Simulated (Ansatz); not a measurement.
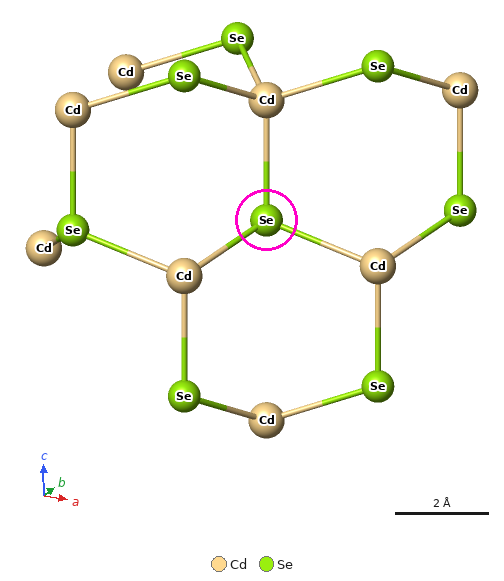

Perfect CdSe. The picture is a ball-and-stick view of the atoms within 5.4 Å of one point, in a slice 5.0 Å thick across the line of sight, seen slightly off an axis.

All numbers below come from DFT, PBEsol, PAW, plane waves (Ansatz). (plane-wave cutoff 420 eV; k-point mesh 1 × 1 × 1; mesh shifted by (0.25, 0.25, 0.25); no spin polarisation) Fermi-Dirac smearing of 0.01 eV. The axes drawn are those of the host's conventional cell.

A selenium atom is taken out (a vacancy) at the ringed place, in charge state 0. The supercell has 96 sites, and the atoms are relaxed at the host's cell.

### Predict the relaxed surroundings of the defect.

Around the empty Se site the host had 4 Cd at 2.63 Å; after relaxation the nearest atoms are 3 Cd at 1.96 to 1.98 Å. Of the host's atoms, a cadmium atom moves furthest from its site, by 0.74 Å.

The relaxed defect, seen from the same direction:

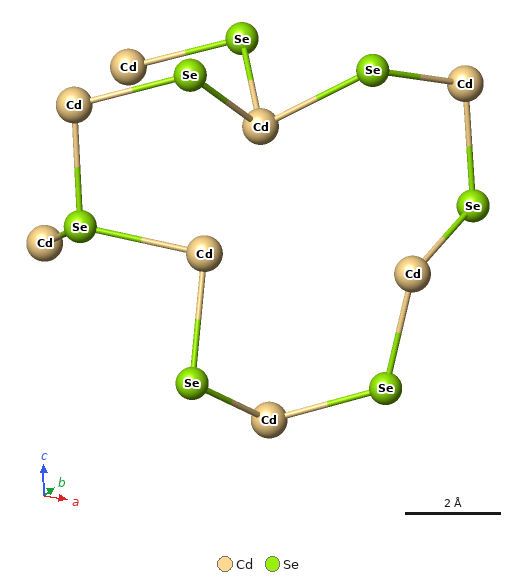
